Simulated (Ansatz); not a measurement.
System: Cu.

```
Cu
1.0
     0.00000    0.00000    2.73863
    -2.89538    2.89538    0.00000
    -2.89538   -2.89538    0.00000
Cu
4
Direct
  0.00000 0.25000 0.74267
  0.50000 0.75000 0.74267
  0.00000 0.75000 0.25733
  0.50000 0.25000 0.25733
```

Space group Cmme; a structure from a database of computed crystals, not necessarily the ambient phase; not relaxed (largest force 0.5 eV/Å); computed without spin polarisation.

All numbers below come from DFT r2SCAN, scalar-relativistic, plane waves, PAW in Ansatz 0.2.0.

### What will maps of the valence pseudo-density and electron localisation function show?

Cu–Cu (2.46 Å): ρ is about 0.33 e/Å³ halfway; the ELF is about 0.20 at the midpoint; no shared electron pair shows on this line.

### Does the calculation make it a metal, or give it a gap?

It is metallic or semimetallic at this level of theory: no gap opens.

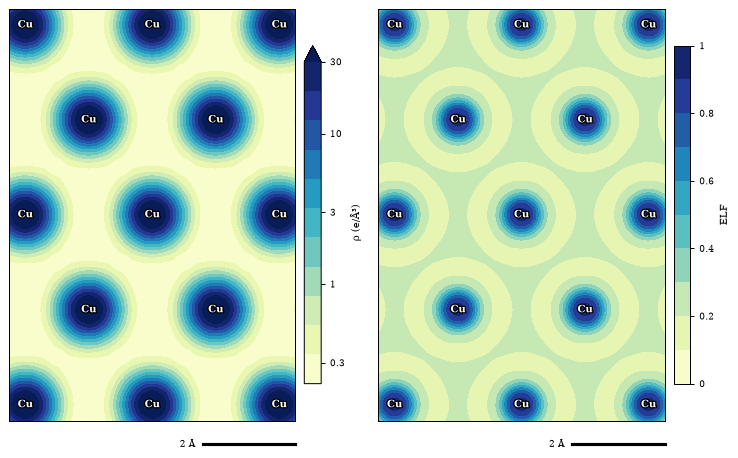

Computed valence pseudo-density and electron localisation function on the (001) plane of the conventional cell, in this order. 
